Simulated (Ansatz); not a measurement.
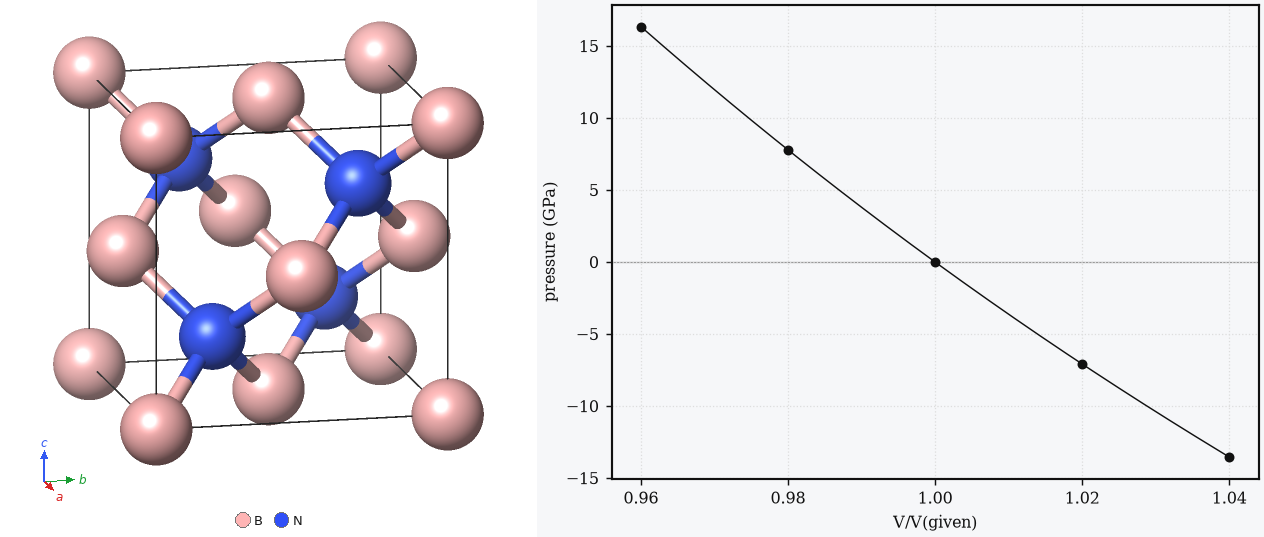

The plot gives the computed pressure against V/V(given) for BN, space group F-43m (No. 216) (cell built by us, not taken from a database). The conventional cell is drawn beside the plot.

Starting cell:
```yaml
crystal:
  lattice:
    - [0.00000, 1.81235, 1.81235]
    - [1.81235, 0.00000, 1.81235]
    - [1.81235, 1.81235, 0.00000]
  atoms:
    - { symbol: B, position: [0.00000, 0.00000, 0.00000] }
    - { symbol: N, position: [0.25000, 0.25000, 0.25000] }
```

Calculation (Ansatz 0.2.0): periodic Kohn-Sham DFT of a crystal at fixed atoms, scaled to the stated factor times the given cell; pressure positive in compression. Level: PBE.

method frozen-core PAW; relativity scalar; k mesh 16×16×16; occupations Fermi–Dirac; smearing width 0.03 eV; wave cutoff 420 eV; PAW set soft_2.

V(given) is 5.95 Å³/atom.

Q: Read off the course of the pressure.

A: It falls from 16.3 GPa at V/V(given) 0.96 to −13.5 GPa at 1.04, and changes sign near 1.00.

Q: What does the calculation give for the volume at zero pressure from a fit of the pressures?

A: 5.95 Å³/atom.

Q: What does the calculation give for the bulk modulus from that fit?

A: 372 GPa.
